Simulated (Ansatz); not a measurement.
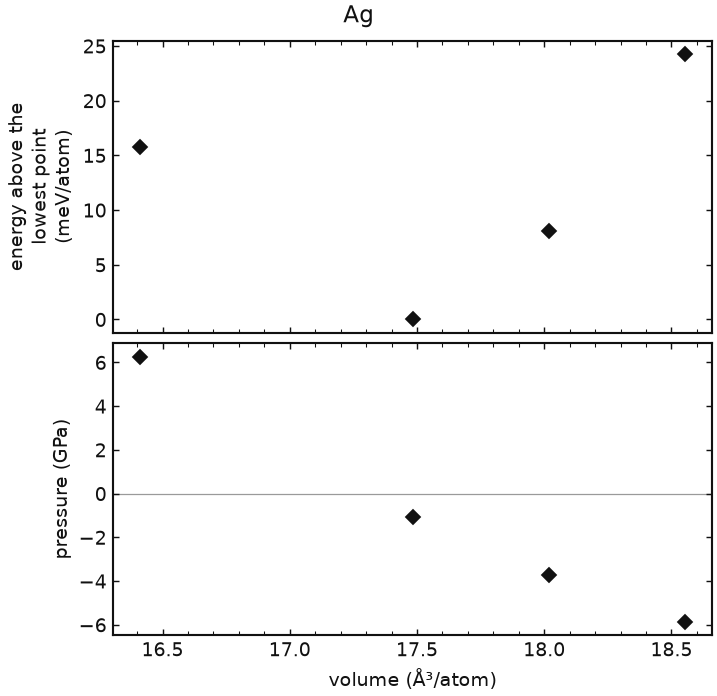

The plot gives the computed energy above the lowest point and pressure against volume for Ag, space group Fm-3m (No. 225) (one of a set of cubic test structures, which need not be the stable phase).

How it was computed, with Ansatz 0.2.0 development build: equation of state of a cubic crystal from periodic Kohn-Sham density functional theory without spin, third-order Birch-Murnaghan fit to the free energies; pressure corrected for the finite basis. Level: r2SCAN.

structure type fcc; atoms in cell 1; space group number 225; lattice centring face-centred primitive; k mesh 14×14×14; occupation method Fermi–Dirac; occupation width 0.1 eV; wave cutoff 500 eV; datasets soft-1 PAW; density tolerance 1e−07 eV; bands 14; density cutoff ratio 4; search for lower states default.

The point at volume 16.95 Å³/atom is left out of the plot. What does the calculation give there?

```tsv
volume (Å³/atom)	energy above the lowest point (meV/atom)	pressure (GPa)
16.95	1.8	2.2
```

Note: modest k-mesh, values are not fully converged in k.
